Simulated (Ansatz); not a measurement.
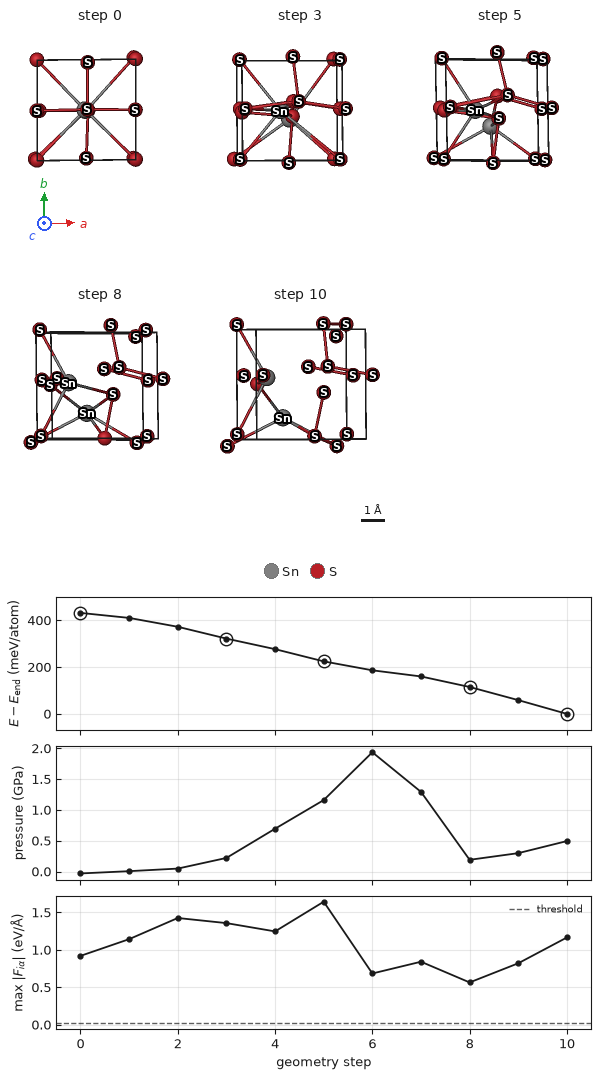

Frames of a relaxation of crystalline SnS$_{4}$ (a generated structure, set up in P1) (coarse preliminary run), marked on the history of the run. The picture is a ball-and-stick view of the cell of the calculation, seen along the c axis.

All numbers below come from DFT PBE, scalar-relativistic, plane waves, PAW (Ansatz 0.2.0). (plane-wave cutoff 420 eV; k-point mesh 6 × 6 × 2; occupations gaussian; smearing width 0.2 eV; no spin polarisation; cell and atoms relaxed; force threshold 0.025 eV/Å; at most 60 steps)

> What happens along the run?

The run was cut off at its time limit before the relaxation converged, so the last structure is only a point on the way. The largest move relative to the cell is that of a Sn atom, 1.70 Å roughly along [−3 1 0]. By element the largest moves are Sn 1.70 Å, S 1.04 Å. The volume changes by +16.3 %, with a 4.387 → 4.882 Å (+11.3 %), b 4.468 → 4.887 Å (+9.4 %), c 11.848 → 11.465 Å (−3.2 %), β 88.7° → 80.8°, γ 89.5° → 90.2°. Near-neighbour distances that change, for instance: S–S 3.594 → 2.309 Å, S–Sn 3.146 → 4.375 Å, S–Sn 3.170 → 4.349 Å, S–S 3.599 → 2.430 Å. New bonds form, among them: S–S (3.59 → 2.31 Å), S–S (3.60 → 2.43 Å), S–Sn (3.65 → 2.71 Å). Bonds break, among them: S–S (2.17 → 2.99 Å), S–Sn (2.90 → 3.86 Å). Bond angles that change, for instance: S–S–S 92.9° → 114.0°, S–S–S 90.2° → 106.5°. The space group stays P1 (No. 1). After 10 geometry steps the energy has fallen by 432 meV per atom. The largest force component goes from 0.92 to 1.2 eV/Å. The pressure goes from −0.03 to 0.49 GPa. From step 0 to 3: an S atom moves most (0.46 Å), volume −0.3 %, energy −110 meV per atom. From step 3 to 5: a Sn atom moves most (0.38 Å), volume +1.7 %, energy −97.4 meV per atom. From step 5 to 8: Sn atoms move most (0.57 Å), volume +9.1 %, energy −110 meV per atom. From step 8 to 10: a Sn atom moves most (0.41 Å), volume +5.2 %, energy −115 meV per atom.

```csv
step,"E − E(0), meV/atom","largest force component, eV/Å","pressure, GPa","volume, Å³/atom"
0,0.00,0.9204,-0.03,23.216
1,-21.41,1.1439,0.01,23.101
2,-59.32,1.4265,0.05,23.083
3,-109.83,1.3582,0.22,23.148
4,-154.97,1.2474,0.70,23.226
5,-207.22,1.6438,1.16,23.539
6,-245.45,0.6852,1.94,24.117
7,-271.66,0.8423,1.29,24.874
8,-316.73,0.5656,0.19,25.678
9,-372.94,0.8218,0.30,26.260
10,-431.78,1.1665,0.49,27.001
```
